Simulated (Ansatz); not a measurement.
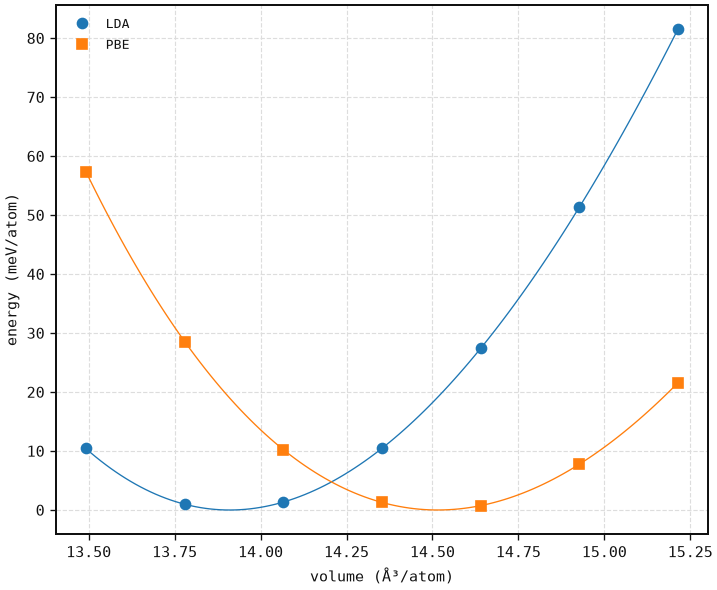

**Figure.** Energy against volume, with one curve for each functional, for MoP (space group P-6m2).

The fitted equilibrium volumes, smallest first, are LDA 13.910, PBE 14.515 Å³/atom. The fitted bulk moduli, smallest first, are PBE 223.4, LDA 251.3 GPa.

How it was computed, with Ansatz 0.2.0: plane-wave DFT, no spin polarisation; energies at scaled volumes of the given cell, shape and fractions fixed, counted from the fit's minimum, third-order Birch-Murnaghan fit. All runs: no spin polarisation.

- k mesh: 10×10×8
- occupations: Fermi–Dirac
- smearing width: 0.05 eV
- potentials: Ansatz PAW
- wave cutoff: 420 eV
- density cutoff: 1680 eV

Keep in mind: shape and atomic fractions are frozen while scaling, which makes layered, chain and framework solids too stiff.
